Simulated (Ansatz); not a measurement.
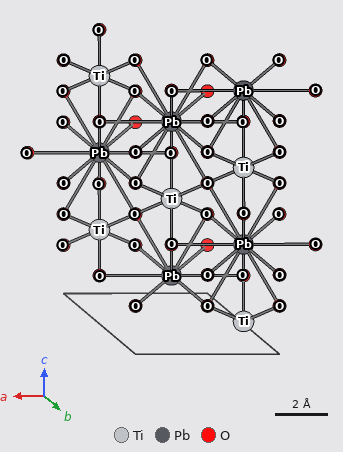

A slab of composition TiPbO3 (cut from the Pm-3m phase), before the relaxation. A ball-and-stick model of the cell of the calculation, outlined in the plane, without the vacuum (origin shifted), seen from a free direction.

The slab is the (1 1 1) face of TiPbO3.

All numbers below come from Ansatz, DFT PBEsol, scalar-relativistic, plane waves, PAW.

The input:
```yaml
crystal:
  lattice:
    - [5.5427679635, 0.0, 0.0]
    - [-2.7713839818, 4.8001778637, 0.0]
    - [0.0, 0.0, 25.1827149549]
  atoms:
    - { symbol: Ti, position: [0.3333333333, 0.6666666667, 0.297823329] }
    - { symbol: Pb, position: [0.6666666667, 0.3333333333, 0.3427514781] }
    - { symbol: O, position: [0.1666666667, 0.8333333333, 0.3427514781] }
    - { symbol: O, position: [0.6666666667, 0.8333333333, 0.3427514781] }
    - { symbol: O, position: [0.1666666667, 0.3333333333, 0.3427514781] }
    - { symbol: Ti, position: [0.0, 0.0, 0.3876796272] }
    - { symbol: Pb, position: [0.3333333333, 0.6666666667, 0.4326077763] }
    - { symbol: O, position: [0.8333333333, 0.1666666667, 0.4326077763] }
    - { symbol: O, position: [0.3333333333, 0.1666666667, 0.4326077763] }
    - { symbol: O, position: [0.8333333333, 0.6666666667, 0.4326077763] }
    - { symbol: Ti, position: [0.6666666667, 0.3333333333, 0.4775359254] }
    - { symbol: Pb, position: [0.0, 0.0, 0.5224640746] }
    - { symbol: O, position: [0.5, 0.5, 0.5224640746] }
    - { symbol: O, position: [0.0, 0.5, 0.5224640746] }
    - { symbol: O, position: [0.5, 0.0, 0.5224640746] }
    - { symbol: Ti, position: [0.3333333333, 0.6666666667, 0.5673922237] }
    - { symbol: Pb, position: [0.6666666667, 0.3333333333, 0.6123203728] }
    - { symbol: O, position: [0.1666666667, 0.8333333333, 0.6123203728] }
    - { symbol: O, position: [0.6666666667, 0.8333333333, 0.6123203728] }
    - { symbol: O, position: [0.1666666667, 0.3333333333, 0.6123203728] }
    - { symbol: Ti, position: [0.0, 0.0, 0.6572485219] }
    - { symbol: Pb, position: [0.3333333333, 0.6666666667, 0.702176671] }
    - { symbol: O, position: [0.8333333333, 0.1666666667, 0.702176671] }
    - { symbol: O, position: [0.3333333333, 0.1666666667, 0.702176671] }
    - { symbol: O, position: [0.8333333333, 0.6666666667, 0.702176671] }
basis:
  ecutwfc: 420
kpoints:
  mp_grid: { grid: [6, 6, 1] }
hamiltonian:
  xc: pbesol
scf:
  occupations: { method: gaussian, width: 0.05 }
output:
  forces: true
  eigenvalues: true
  write_density: true
  write_potential: true
  elf: true
  volumetric_format: npy
relax:
  adjacent_minimum: "off"
  f_tol: 0.02
  max_steps: 60
efield:
  axis: 3
  dipole_correction: true
  ramp_width: 0.04
```

Run as
```bash
ansatz run input.yaml --threads 4 --pin off --max-ram 9216MiB --backend cpu --events-out ev --progress --plain --runs-dir out
```

**What does the optimiser find from here?**

The energy falls by 6.766 eV per cell of the calculation in 8 accepted moves (9 points after the start). The largest force component goes from 5.6 to 0.0086 eV/Å. 1 step only repeated the SCF at the same geometry. Pb17 moves most relative to the layer's centre: 0.68 Å along the normal (+c). By element the largest moves are Pb 0.68 Å, O 0.36 Å, Ti 0.35 Å. The cell stays as it was. Among the contacts that change: O13–Pb17 2.771 → 3.543 Å, O10–Pb12 2.771 → 3.419 Å, O3–Pb7 2.771 → 3.354 Å, Pb17–O23 2.771 → 2.277 Å. Bond angles that change, for instance: Ti1–O5–Ti6 180.0° → 154.4°, O3–Ti1–O4 90.0° → 111.0°, O8–Ti11–O13 180.0° → 161.9°.

Final geometry:

```xyz
25
Lattice="5.5428 0.0000 0.0000 -2.7714 4.8002 0.0000 0.0000 0.0000 25.1827" Properties=species:S:1:pos:R:3 pbc="T T T"
Ti    0.0000    3.2001    7.7371
Pb    2.7714    1.6001    8.8373
O    -1.4337    4.0279    8.2708
O     1.4337    4.0279    8.2708
O     0.0000    1.5446    8.2708
Ti    0.0000    0.0000    9.7351
Pb    0.0000    3.2001   11.1879
O     4.1303    0.8155   10.5851
O     1.4124    0.8155   10.5851
O     2.7714    3.1693   10.5851
Ti    2.7714    1.6001   12.1357
Pb    0.0000    0.0000   13.5905
O     1.3600    2.4149   12.9517
O    -1.3600    2.4149   12.9517
O     0.0000    4.7706   12.9517
Ti    0.0000    3.2001   14.4865
Pb    2.7714    1.6001   16.0975
O    -1.3835    3.9989   15.3552
O     1.3835    3.9989   15.3552
O     0.0000    1.6026   15.3552
Ti    0.0000    0.0000   16.8974
Pb    0.0000    3.2001   17.9377
O     4.1609    0.7978   17.7129
O     1.3819    0.7978   17.7129
O     2.7714    3.2045   17.7129
```

The end point in the same view:

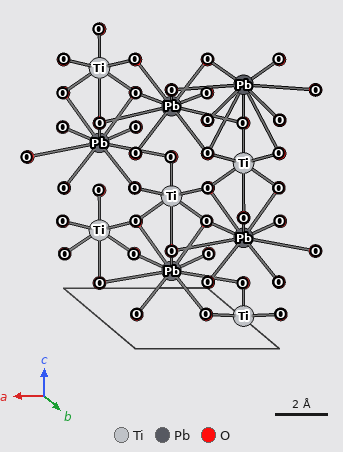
